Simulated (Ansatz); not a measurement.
## Single-point calculation of W

The run: single-point calculation of W (slab, 12 atoms in the cell). Method and program: DFT PBE+D3(BJ), scalar-relativistic, plane waves, PAW, no spin polarisation (Ansatz 0.2.0).

The structure derives from an entry of the Crystallography Open Database. It belongs to a series of runs on one base structure; here: the slab at its places in the relaxed adsorbed structure. Figures and captions count atoms from 1; the log counts them from 0 in places.

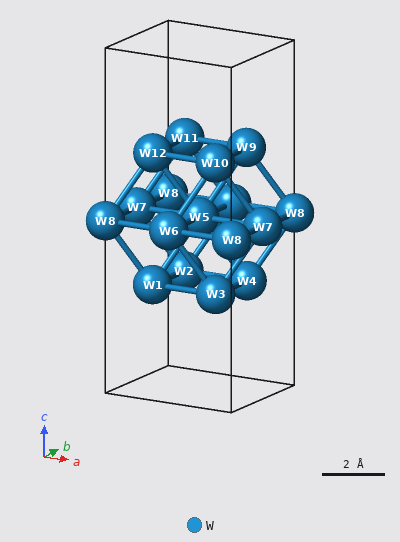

The structure as given in the input (ball-and-stick view of the cell of the calculation, with the vacuum cut short, seen slightly off an axis; atoms are numbered from 1 in the order of the input).

**The input**
```yaml
crystal:
  lattice:
    - [5.4721979673, 0.0, 0.0]
    - [-1.8240659891, 5.1592377209, 0.0]
    - [0.0, 0.0, 23.6180309304]
  atoms:
    - { symbol: W, position: [0.25, 0.25, 0.3387242579] }
    - { symbol: W, position: [0.25, 0.75, 0.3387242579] }
    - { symbol: W, position: [0.75, 0.25, 0.3387242579] }
    - { symbol: W, position: [0.75, 0.75, 0.3387242579] }
    - { symbol: W, position: [0.4969502619, 0.4999781696, 0.4307500452] }
    - { symbol: W, position: [0.5030497381, 2.18304e-05, 0.4307500452] }
    - { symbol: W, position: [-0.0014455716, 0.5001208609, 0.4308880919] }
    - { symbol: W, position: [0.0014455716, -0.0001208609, 0.4308880919] }
    - { symbol: W, position: [0.7463026813, 0.7456491593, 0.5251829186] }
    - { symbol: W, position: [0.7495352063, 0.2456251162, 0.5227859999] }
    - { symbol: W, position: [0.2536973187, 0.7543508407, 0.5251829186] }
    - { symbol: W, position: [0.2504647937, 0.2543748838, 0.5227859999] }
basis:
  ecutwfc: 420
kpoints:
  mp_grid: { grid: [4, 4, 1] }
hamiltonian:
  xc: pbe
  dispersion: d3bj
scf:
  occupations: { method: gaussian, width: 0.1 }
output:
  forces: true
  eigenvalues: true
  write_density: true
  volumetric_format: npy
efield:
  axis: 3
  dipole_correction: true
  ramp_width: 0.04
```

Hardware: 4 threads of AMD EPYC (Zen 3), 32 GiB of memory available, shared host.

Run as:
```bash
ansatz run input.yaml --threads 4 --pin off --max-ram 10240MiB --backend cpu --events-out ev --progress --plain --runs-dir out
```

**Output**
```
Engine: ansatz 0.2.0, x86_64-unknown-linux-gnu
Pseudopotentials: kind: paw
Pseudopotential: W, paw, valence charge 14, recommended cutoff 420 eV (normal), W.paw.azcp
Functional definition: PBE
  parameter kappa = 0.804
  parameter beta = 0.06672455060314922
  exchange = pbe_x(kappa = kappa, mu = beta*pi^2/3)
  correlation = pbe_c(beta = beta)
Crystal: 12 atoms, lattice volume = 666.793 Å³
Basis set: ecut = 420 eV, 13055 PW (Γ), exchange–correlation on 80×80×320 points (8 copies of the dense FFT grid, shifted against one another)
Bands: 101, of which v1, the nominal top of the filled ones, is band 84 counted from 1 (83 counted from 0)
Symmetry: 2 space group operations
Space group: P2 (ITA 3), of the structure as read, at distance tolerance 8.7e-5 Å
k-points: 10 of 16
Non-local potential: W, projectors of the file, l = 0: 3, l = 1: 2, l = 2: 2, l = 3: 1
PAW form: soft (Blöchl's): semilocal exchange-correlation on the pseudo side does not see the compensation charge
PAW one-centre angular grid: W, 590 points (default); XC on 64 Gauss nodes
Initial density: superposition of atomic densities (neutral atoms: chi_scale 0, normalization atom), corrected by the library's trained network
Initial wavefunctions: pseudopotential atomic-orbital guess
Functional: x = pbe(κ = 0.804, μ = 0.2195149727645171), c = pbe(β = 0.06672455060314922)
SCF iter   1: F=—  HF=-124611.595844 eV  |F-HF|=—  |Δ(HF+E_count)|=         —  Δρ=8.67e-3  dr2=2.98e0  ethr=1.77e-3  p=-0.003 e·Å  D=-7.63e-4 V/Å  ΔV_dip=0.02 eV  dr2_dipole=5.39e-4  V_vac-E_F(+/−)=5.14/5.12 eV  ⟨swp⟩=9.7  Hψ=5074  notcnv=0
efield: sawtooth ramp at fractional position 0.9120 (placed from the atoms, in the widest stretch of the axis that holds none; the zero of the levels goes with the place), width 0.0400; the density the first Hamiltonian is built on has a dipole p = -0.003 e·Å; the dipole correction subtracts the counter field D = -7.63e-4 V/Å, which shifts the + side's vacuum level by +0.02 eV against the − side's; the planar-averaged density in the ramp window peaks in size at 2.7e-6 e/Å³
preconditioner: auto → LDOS  [metal: Δε(μ)=0.089 eV  Ē_g=4.433 eV  σ=0.100 eV  W_gap=0.46  n_scr=108 (ndim 8)  ℏωp=12.2 eV  f_vac=0.632  D(μ)=11.84/eV (n_scr^D=66)  β→1.0]
SCF iter   2: F=—  HF=-124611.583697 eV  |F-HF|=—  |Δ(HF+E_count)|=   1.21e-2  Δρ=8.77e-3  dr2=2.64e0  ethr=1.77e-3  p=-0.006 e·Å  D=-1.68e-3 V/Å  ΔV_dip=0.04 eV  dr2_dipole=5.42e-6  V_vac-E_F(+/−)=4.86/4.82 eV  ⟨swp⟩=3.1  Hψ=1598  notcnv=0  defer=88
SCF iter   3: F=—  HF=-124611.366488 eV  |F-HF|=—  |Δ(HF+E_count)|=   2.17e-1  Δρ=1.60e-3  dr2=5.18e-2  ethr=1.57e-3  p=-0.005 e·Å  D=-1.41e-3 V/Å  ΔV_dip=0.03 eV  dr2_dipole=8.16e-6  V_vac-E_F(+/−)=4.91/4.87 eV  ⟨swp⟩=2.0  Hψ=1277  notcnv=0  defer=88
SCF iter   4: F=—  HF=-124611.367807 eV  |F-HF|=—  |Δ(HF+E_count)|=   1.32e-3  Δρ=3.53e-4  dr2=2.47e-3  ethr=3.08e-5  p=-0.005 e·Å  D=-1.43e-3 V/Å  ΔV_dip=0.03 eV  dr2_dipole=4.81e-6  V_vac-E_F(+/−)=4.88/4.85 eV  ⟨swp⟩=2.4  Hψ=1611  notcnv=0  defer=79
SCF iter   5: F=—  HF=-124611.367813 eV  |F-HF|=—  |Δ(HF+E_count)|=   6.38e-6  Δρ=1.34e-4  dr2=1.32e-4  ethr=1.47e-6  p=-0.005 e·Å  D=-1.42e-3 V/Å  ΔV_dip=0.03 eV  dr2_dipole=1.40e-6  V_vac-E_F(+/−)=4.86/4.83 eV  ⟨swp⟩=3.0  Hψ=1875  notcnv=0  defer=79
SCF iter   6: F=—  HF=-124611.367892 eV  |F-HF|=—  |Δ(HF+E_count)|=   7.88e-5  Δρ=7.74e-5  dr2=7.86e-5  ethr=7.86e-8  p=-0.005 e·Å  D=-1.41e-3 V/Å  ΔV_dip=0.03 eV  dr2_dipole=1.64e-7  V_vac-E_F(+/−)=4.85/4.82 eV  ⟨swp⟩=2.8  Hψ=1776  notcnv=0  defer=79
SCF iter   7: F=—  HF=-124611.367943 eV  |F-HF|=—  |Δ(HF+E_count)|=   5.10e-5  Δρ=2.73e-5  dr2=7.54e-6  ethr=4.68e-8  p=-0.005 e·Å  D=-1.39e-3 V/Å  ΔV_dip=0.03 eV  dr2_dipole=5.52e-8  V_vac-E_F(+/−)=4.85/4.82 eV  ⟨swp⟩=2.7  Hψ=1686  notcnv=0  defer=79
SCF iter   8: F=—  HF=-124611.367945 eV  |F-HF|=—  |Δ(HF+E_count)|=   2.34e-6  Δρ=1.03e-5  dr2=1.67e-6  ethr=4.49e-9  p=-0.005 e·Å  D=-1.39e-3 V/Å  ΔV_dip=0.03 eV  dr2_dipole=1.42e-8  V_vac-E_F(+/−)=4.85/4.82 eV  ⟨swp⟩=2.9  Hψ=1932  notcnv=0  defer=79
SCF iter   9: F=—  HF=-124611.367946 eV  |F-HF|=—  |Δ(HF+E_count)|=   8.99e-7  Δρ=5.47e-6  dr2=2.18e-7  ethr=9.92e-10  p=-0.005 e·Å  D=-1.38e-3 V/Å  ΔV_dip=0.03 eV  dr2_dipole=2.10e-9  V_vac-E_F(+/−)=4.85/4.82 eV  ⟨swp⟩=2.4  Hψ=1594  notcnv=0  defer=81
SCF iter  10: F=-124611.367946 eV  HF=-124611.367946 eV  |F-HF|=6.88e-8  |Δ(HF+E_count)|=   3.78e-8  Δρ=1.17e-6  dr2=8.38e-9  ethr=5.95e-11  p=-0.005 e·Å  D=-1.38e-3 V/Å  ΔV_dip=0.03 eV  dr2_dipole=2.72e-10  V_vac-E_F(+/−)=4.85/4.82 eV  ⟨swp⟩=20.9  Hψ=5454  notcnv=0
SCF 1 converged in 10 iterations: F = -124611.367946 eV  dr2 = 8.38e-9
  greatest PAW one-centre occupation: 1.000 electrons in one spin orbital (limit 2), on the W atom at site 11 (counted from 0), in its partial waves of l = 0
```

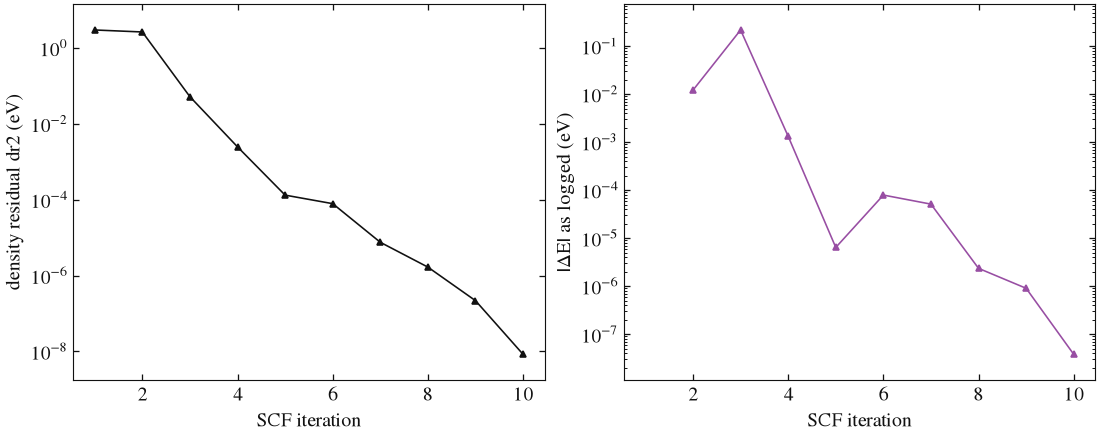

Convergence of the self-consistent field: density residual dr2 and size of the energy change against the SCF iteration. The residual falls at every step.

```
SCF converged after 10 iterations
Free energy (F): -124611.367946 eV
Harris-Foulkes:  -124611.367946 eV  (|F-HF|=6.88e-8)
Internal energy: -124611.301631 eV  (E = F + TS)
E sigma→0 (E₀):  -124611.334788 eV
Entropy (-TS):   -0.066316 eV (-5.526 meV/atom)
Fermi energy:    3.045774 eV
Dipole field:    D = -0.001394 V/Å  (p = -0.005138 e·Å, saw-weighted, corrected)
Work function:   Φ+ = 4.8482 eV   Φ− = 4.8153 eV
Levels:          The Fermi level and band energies are counted from a zero that moves with the ramp; work functions are not
--- Per-component energies (eV) ---
  E_band       = -4213.638084
  E_kinetic    = 5376.369121
  E_local      = -197292.278046  (includes V_loc(G=0)·N_el)
  E_nonlocal   = 16.517444
  E_hartree    = 96015.157242
  E_xc         = -3187.796827
  E_vxc        = -2844.964218  (∫ρ·V_xc dr)
  E_paw        = -102750.388644  (= ΣΔE_a)
  E_vpaw       = -1499.576453  (= ΣTr[D̂ρ^β])
  E_aug_tail   = -0.000702  (compensation charges beyond the density's cutoff)
  E_efield     = 0.000004  (sawtooth field / dipole correction)
  E_vefield    = -0.004295  (∫n·V_field dr)
  E_ewald      = 77216.401544
  E_disp       = -5.282767  (pairwise vdW)
  E_smearing   = -0.066316  (= −TS)
  E_closure    = -0.000000  (closes the sum)
  Σ components = -124611.367946   (vs F -124611.367946, Δ=0.00e0)
--- Forces (eV/Å), atoms counted from 1 ---
  atom   1  W     -0.02629112    -0.03942857    -0.04240734
  atom   2  W     -0.01248982     0.00643436    -0.08866141
  atom   3  W      0.02629112     0.03942857    -0.04240734
  atom   4  W      0.01248982    -0.00643436    -0.08866141
  atom   5  W      0.25699334     0.07843853     0.20245970
  atom   6  W     -0.25699334    -0.07843853     0.20245970
  atom   7  W      0.01999752     0.15437481     0.19432021
  atom   8  W     -0.01999752    -0.15437481     0.19432021
  atom   9  W      0.28187350     0.15648940    -0.48253372
  atom  10  W     -0.00010920     0.25819227     0.21684939
  atom  11  W     -0.28187350    -0.15648940    -0.48253372
  atom  12  W      0.00010920    -0.25819227     0.21684939
  max |Σ_I F_I| component: 5.37e-5 eV/Å
--- Band table (eV; the first three rows and the last of 10) ---
  k-point 0: bands = ["-70.9724", "-70.8819", "-70.8819", "-70.8425", "-70.8183", "-70.7850", "-70.7571", "-70.7414", "-70.7302", "-70.7296", "-70.6875", "-70.6703", "-35.8909", "-35.8908", "-35.8561", "-35.7462", "-35.6557", "-35.6550", "-35.4924", "-35.4396", "-35.4359", "-35.4315", "-35.4153", "-35.3969", "-35.2427", "-35.1269", "-35.1247", "-35.0633", "-35.0590", "-35.0435", "-35.0391", "-34.9546", "-34.9509", "-34.9455", "-34.9227", "-34.7173", "-34.6946", "-34.6838", "-34.6658", "-34.6628", "-34.5815", "-34.5173", "-34.5162", "-34.4899", "-34.4508", "-34.4485", "-34.3965", "-34.3841", "-5.6863", "-3.5477", "-2.9907", "-2.6845", "-2.6833", "-2.6432", "-2.3627", "-2.3626", "-2.1049", "-2.0574", "-1.1893", "-1.1872", "-1.1803", "-0.2155", "-0.2121", "-0.2062", "-0.0203", "-0.0160", "0.0701", "0.2970", "0.3666", "0.3675", "0.9458", "1.5301", "1.5713", "1.5748", "1.7224", "1.9468", "2.3750", "2.5868", "3.0362", "3.0958", "3.0962", "3.4246", "3.7613", "3.7892", "4.5155", "4.5233", "4.5821", "4.6162", "4.6207", "4.9067", "5.1675", "5.1694", "5.3283", "5.3426", "5.3542", "5.3610", "5.4400", "5.4710", "5.5836", "5.6886", "5.6923"]
  k-point 1: bands = ["-70.9596", "-70.8956", "-70.8763", "-70.8483", "-70.8109", "-70.7777", "-70.7512", "-70.7477", "-70.7373", "-70.7220", "-70.6931", "-70.6788", "-35.8470", "-35.7810", "-35.7732", "-35.7027", "-35.6165", "-35.5930", "-35.4737", "-35.4601", "-35.4205", "-35.3711", "-35.3321", "-35.3056", "-35.2975", "-35.1843", "-35.1615", "-35.1052", "-35.0492", "-35.0460", "-35.0330", "-34.9554", "-34.9243", "-34.8958", "-34.8577", "-34.8019", "-34.7690", "-34.7366", "-34.7073", "-34.6795", "-34.6249", "-34.5963", "-34.5808", "-34.5473", "-34.5052", "-34.4594", "-34.4416", "-34.4345", "-5.1545", "-3.0455", "-2.8672", "-2.4451", "-2.2293", "-2.2018", "-2.1788", "-1.9917", "-1.8554", "-1.6965", "-1.2190", "-0.6919", "-0.5747", "-0.1236", "-0.0654", "0.0214", "0.0534", "0.0805", "0.1034", "0.1499", "0.5832", "0.7071", "0.9769", "1.0318", "1.1355", "1.1548", "1.5817", "1.8703", "2.2687", "2.3688", "2.4223", "2.5088", "2.7677", "3.0015", "3.0133", "3.1229", "3.2743", "3.7023", "3.8254", "4.1547", "4.5432", "4.6987", "4.7590", "4.7859", "5.0211", "5.1012", "5.1757", "5.2968", "5.3476", "5.4083", "5.4854", "5.5835", "5.6582"]
  k-point 2: bands = ["-70.9285", "-70.9276", "-70.8643", "-70.8606", "-70.8015", "-70.7618", "-70.7607", "-70.7491", "-70.7437", "-70.7054", "-70.7013", "-70.6945", "-35.7528", "-35.7524", "-35.6071", "-35.6062", "-35.5276", "-35.5262", "-35.5046", "-35.5002", "-35.4510", "-35.4360", "-35.2547", "-35.2293", "-35.2191", "-35.1953", "-35.0658", "-35.0502", "-35.0355", "-35.0167", "-34.9779", "-34.9561", "-34.9533", "-34.9456", "-34.9392", "-34.9341", "-34.8184", "-34.8124", "-34.7299", "-34.7298", "-34.7044", "-34.6962", "-34.6804", "-34.6708", "-34.4930", "-34.4668", "-34.4621", "-34.4514", "-3.8875", "-3.8794", "-2.2024", "-2.1958", "-1.5335", "-1.5029", "-1.4394", "-1.4079", "-1.4016", "-1.3696", "-1.0220", "-0.9977", "-0.2144", "-0.1668", "0.0059", "0.0222", "0.0291", "0.0799", "0.5259", "0.5514", "0.5951", "0.5960", "0.8692", "0.9282", "1.3015", "1.3740", "1.5917", "1.6314", "1.6596", "1.7278", "1.9342", "1.9681", "2.1904", "2.2533", "2.2949", "2.3861", "3.3557", "3.3942", "3.5716", "3.6890", "3.7143", "3.7750", "4.0558", "4.1697", "4.7315", "4.7578", "4.9192", "5.0056", "5.0365", "5.1210", "5.1548", "5.1871", "5.4517"]
  k-point 9: bands = ["-70.9092", "-70.9061", "-70.8831", "-70.8814", "-70.7764", "-70.7700", "-70.7366", "-70.7359", "-70.7295", "-70.7287", "-70.7221", "-70.7207", "-35.6199", "-35.6192", "-35.5848", "-35.5768", "-35.4650", "-35.4638", "-35.3301", "-35.3140", "-35.2532", "-35.2412", "-35.2005", "-35.1904", "-35.1238", "-35.1203", "-35.0924", "-35.0874", "-35.0409", "-35.0394", "-34.9945", "-34.9598", "-34.9461", "-34.9312", "-34.9307", "-34.9256", "-34.9097", "-34.9070", "-34.8299", "-34.8292", "-34.8214", "-34.8086", "-34.7194", "-34.7141", "-34.6834", "-34.6825", "-34.6737", "-34.6646", "-3.3157", "-3.3006", "-1.8023", "-1.7960", "-1.5105", "-1.4925", "-1.2679", "-1.2635", "-0.9232", "-0.9096", "-0.1110", "-0.0987", "0.0117", "0.0282", "0.1860", "0.1894", "0.2365", "0.2495", "0.5867", "0.6103", "1.1885", "1.2306", "1.3264", "1.3400", "1.4626", "1.4733", "1.7365", "1.7454", "1.9916", "2.0784", "2.0950", "2.1034", "2.1581", "2.1715", "2.4424", "2.4930", "2.5177", "2.5307", "2.9286", "2.9300", "3.5807", "3.5970", "3.8446", "3.9219", "4.0449", "4.0632", "4.0663", "4.1092", "4.3546", "4.3596", "4.4952", "4.5129", "4.7723"]
```

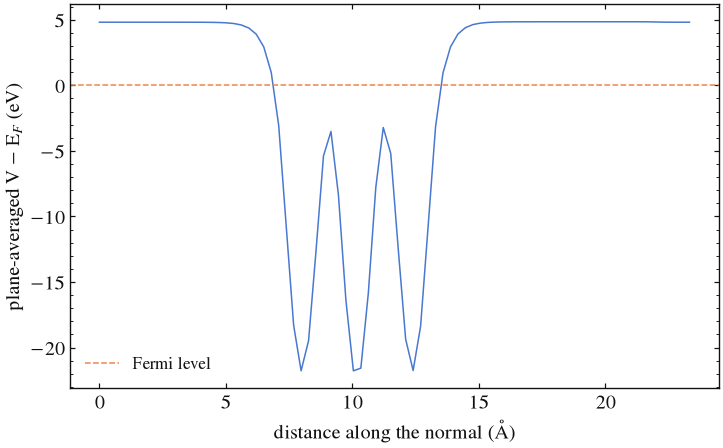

Plane average of the electrostatic potential energy of an electron across the cell, from the Fermi level. The vacuum level lies 4.85 eV above the Fermi level on the upper side and 4.82 eV on the lower.

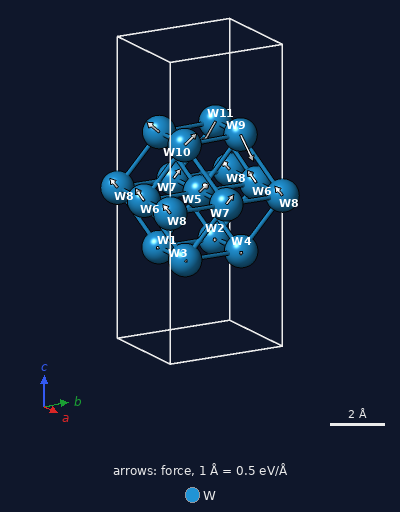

Forces on the atoms as white arrows (ball-and-stick view of the cell of the calculation, with the vacuum cut short, seen slightly off an axis; atoms are numbered from 1 in the order of the input). The largest act on W9, W11 (0.58 eV/Å); W5, W6, W10, W12 (0.34 eV/Å); W7, W8 (0.25 eV/Å). The geometry is not a stationary point of this energy.

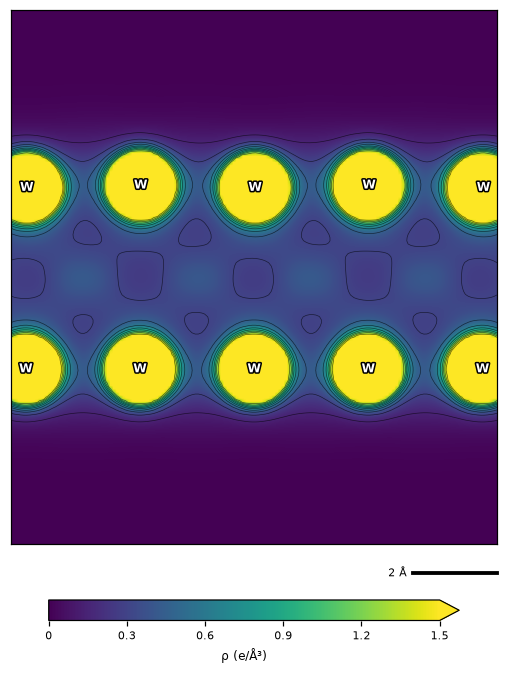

Valence charge density (pseudo) on the (100) plane of the calculation cell, a cut from vacuum to vacuum. Atoms in the plane: W. W–W (2.74 Å): the density is about 0.43 e/Å³ at the midpoint. The density dies away to nearly zero in the vacuum. In a PAW calculation such maps are meaningful between the atoms, not at the nuclei.

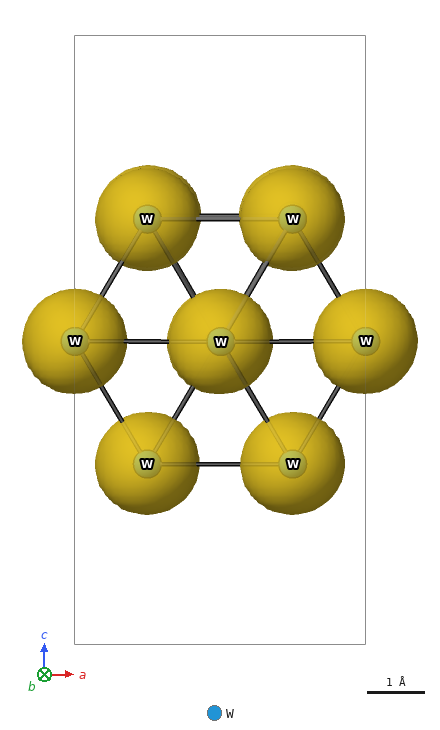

Isosurface of the valence pseudo-density at 1 e/Å³ (yellow), seen along the b axis. Sticks mark near contacts. At this value the density breaks into separate islands; it holds about 65 % of the electrons treated as valence (semicore included). It is pinched off along the W–W (2.67 Å) and W–W (2.72 Å) contacts. On the grid the lowest density along these lines, outside the cores, is 0.48 e/Å³ (W–W, 2.67 Å) and 0.44 e/Å³ (W–W, 2.72 Å).

**Summary**

| quantity | value |
| --- | --- |
| outcome | converged |
| electrons treated | 168 |
| free energy | −124611.3679 eV |
| work function, top face | 4.85 eV |
| work function, bottom face | 4.82 eV |
| Fermi energy | 3.046 eV |
| gap on the k-point mesh | none (metallic) |
| work function (upper face) | 4.85 eV |
| largest force (length of the vector) | 0.580 eV/Å |
| wall time | 19 s (CPU time 71 s) |
| peak memory | 1.7 GiB |

Spin–orbit coupling is left out, which matters for W.
